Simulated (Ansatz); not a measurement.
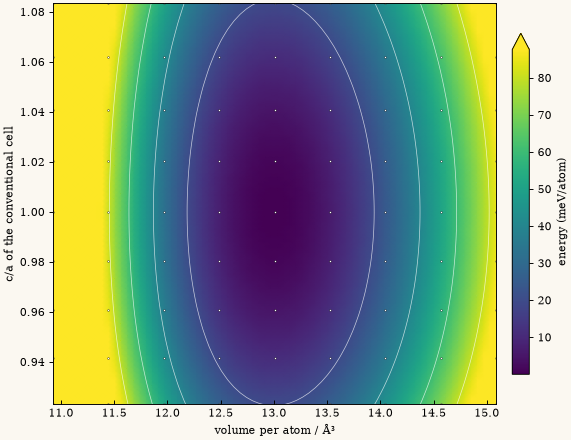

Energy landscape of CdF₂ (Fm-3m, No. 225; 3 atoms in the cell). The energy is mapped over volume and the cell's shape. First axis: volume per atom. Second axis: c/a of the conventional cell. Nothing is relaxed (symmetry fixes all fractional coordinates). The scan uses a 9 × 9 grid. Points are written as (first, second). All energies are given in meV/atom relative to the lowest grid point. These are results of DFT PBEsol, scalar-relativistic, plane waves, PAW (Ansatz 0.2.0), not measurements. Settings: cutoff 520 eV, k-mesh 8×8×8, gaussian smearing 0.05 eV, no spin polarisation.

In the figure: a smooth colour map with a few white contour lines, dots at the grid points, one colour for all values above the top of the scale. Between grid points the surface is interpolated. 

> What does the map say about the system?

The lowest grid point is at (13.01 Å³, 1.000). It is the only kind of minimum in the scanned range. The highest grid point, (10.93 Å³, 0.923), lies 176 meV/atom above the lowest. Round the minimum the two coordinates are nearly uncoupled. The gap on the k-mesh is 2.9 eV at the lowest point and runs from 2.2 to 3.6 eV over the map.

Time for the 81 points that were run: 4.2 min on 1 thread of Arm Neoverse V1, on a shared host.
